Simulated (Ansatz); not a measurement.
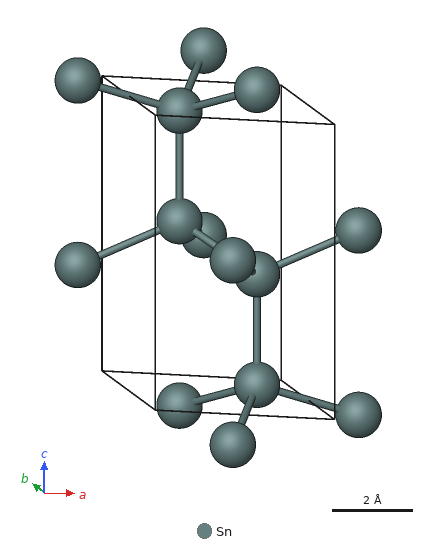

This ball-and-stick model is shown slightly off an axis. The lines enclose the conventional unit cell; boundary atoms appear with their images. The first bonded neighbours in the surrounding cells are also shown.

Characterise what is shown.

The element is tin. It is primitive hexagonal, space group P6_3/mmc (No. 194). In terms of structure types, this is hexagonal diamond (lonsdaleite type). The cell holds four atoms. Sn is coordinated by four Sn in a tetrahedral arrangement at about 2.8 Å. The bonds build a three-dimensional framework.

Provenance: a structure listed in the Materials Project, with elements exchanged, so it need not be a known form of the compound. This is the structure after a relaxation with Ansatz, DFT PBEsol, scalar-relativistic, plane waves, PAW.
